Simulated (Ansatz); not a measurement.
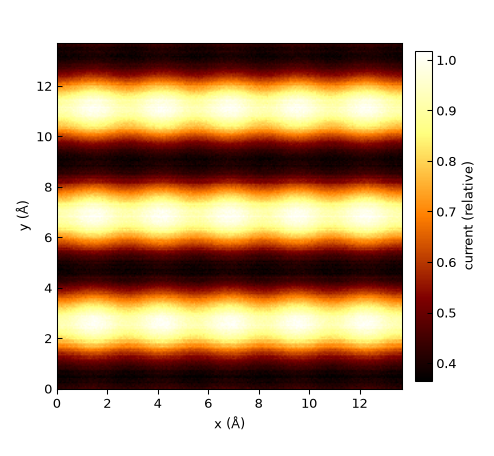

Simulated STM image (constant-height image 3.0 Å above the topmost atom, sample bias −0.25 V). Noise was added.

Model: Tersoff–Hamann, s-wave tip, no tip–sample forces. Bias windows are sharp sums over the levels of the k mesh.

Q: Give the periodicity of the image.

A: The pattern repeats on a rectangular lattice with shortest vectors of 2.7 Å and 4.3 Å at 90°, a cell of 11.6 Å².

The surface:

Ru(100) (P6_3/mmc bulk, 10 atomic planes (those closer than 0.6 Å count as one), 10 Å). The brightest spots lie over the top Ru atoms; the darkest points are over the Ru atoms 0.7 Å below the top plane.

These are results of DFT PBE, scalar-relativistic, plane waves, PAW in Ansatz 0.2.0, not measurements. Cutoff 420 eV, 18 × 12 k-points, Gaussian smearing 0.1 eV, dipole correction. The slab is a cut without reconstruction beyond its cell, at the source's lattice constants, with its lower half held fixed and the rest relaxed. Of the two ways to cut these planes this one leaves the narrow spacing on top (0.78 Å as cut, then 1.56 Å). No spin polarisation. The run couldn't confirm all of its levels under its output density. The run warns that the functional's potential is rough in the thin density of the vacuum, where the tip is; weak contrasts and barriers may feel it.
